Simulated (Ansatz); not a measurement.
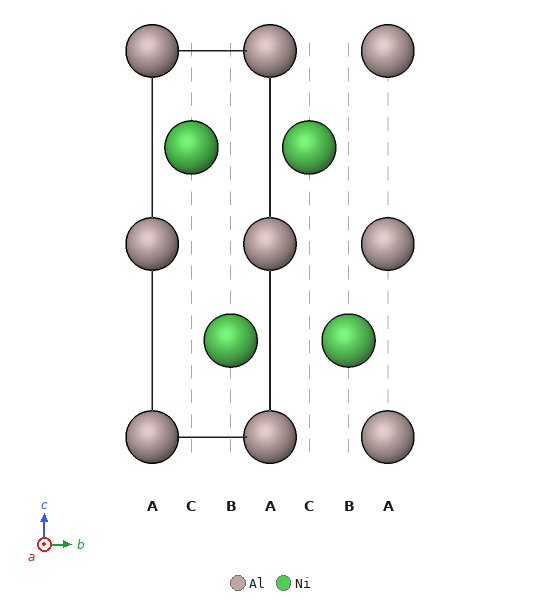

Projection along an edge of the hexagonal mesh, stacking direction c upwards. The dashed lines mark the three columns A (0, 0), B (1/3, 2/3) and C (2/3, 1/3). The sequence starts with the first layer at or above the cell's origin.

AlNi: coordinates from a relaxation with DFT PBE, scalar-relativistic, plane waves, PAW (Ansatz 0.2.0); the starting structure was generated, so it need not be a known form of this composition.

Question: Read off the stacking sequence over one period.

Answer: Al(A) – Ni(B) – Al(A) – Ni(C) (four layers in 7.77 Å).

Question: Taking all atoms as equal spheres, what packing is it?

Answer: As equal spheres, ABAC: a mixed close packing, (ch) in Jagodzinski's notation.
